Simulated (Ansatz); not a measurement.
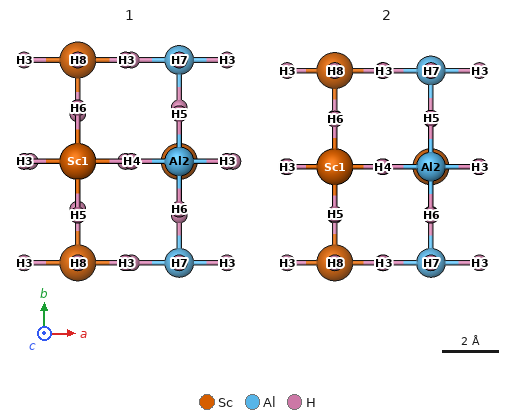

Two geometries of a crystal of ScAlH6 (built on the MgZrF6-225 type type), drawn at one scale. One is the start of a relaxation, the other its converged end. The picture is a ball-and-stick view of the atoms within 5.0 Å of the atom that moves most (axes of the conventional cell (4 times the calculation's cell)), seen along the c axis. Lengths and directions refer to the drawn axes.

Method: Ansatz, DFT, PBEsol, plane waves, PAW. Settings: plane-wave cutoff 420 eV; k-point mesh 6 × 6 × 6; occupations fermi dirac; smearing width 0.03 eV; no spin polarisation; cell and atoms relaxed; force threshold 0.01 eV/Å; at most 120 steps.

Q: Which one is relaxed?

A: Structure 1 is the relaxed one. Over 4 accepted moves (6 points after the start) the energy falls by 150 meV per atom. Largest force component: 2.3 eV/Å at the start, 0.0014 eV/Å at the end. The pressure goes from 11.96 to 0.01 GPa. At 2 points the geometry stayed and the basis and grid were re-selected for the new cell (energy shift of 2.4 meV per atom at most each time). The largest moves relative to the cell, 0.12 Å, are those of H3, H4, H5, H6, H7 and H8. H3 goes along −a. Al and Sc stay in place. The drawn cell changes as follows: a = b = c 6.897 → 7.275 Å (+5.5 %); the volume changes by +17.3 %. Some distances before and after: Sc1–H3 1.708 → 1.925 Å, Al2–H3 1.741 → 1.712 Å. The space group stays Fm-3m (No. 225).
